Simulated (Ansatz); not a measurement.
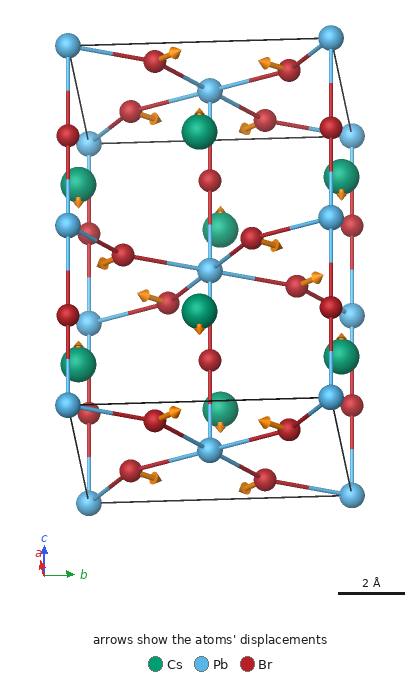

One vibrational mode of solid CsPbBr$_{3}$ at the zone centre. The orange arrows are the displacements of the atoms (eigenvector over the root of the mass), of arbitrary overall length and sign. A ball-and-stick model of the conventional cell (2 times the calculation's cell), seen from a free direction. Lengths and directions refer to the drawn axes. Only the shorter bonds are drawn.

Theory: DFT PBEsol, scalar-relativistic, plane waves, PAW in Ansatz. Settings: plane-wave cutoff 420 eV; k-point mesh 6 × 6 × 6; occupations gaussian; smearing width 0.05 eV; no spin polarisation.

Frequencies are those without the non-analytic (LO–TO) term.

### What mode is this, and where does it lie in the spectrum?

This is the B₂g mode at 8.7 meV, optical level 12 of 19, counted from below, Raman-active by symmetry. The Pb and Br (4a) atoms stay at rest; atoms of one kind move against one another, with no net shift of any sublattice; the kinetic energy is shared as Br 90 %, Cs 10 %.
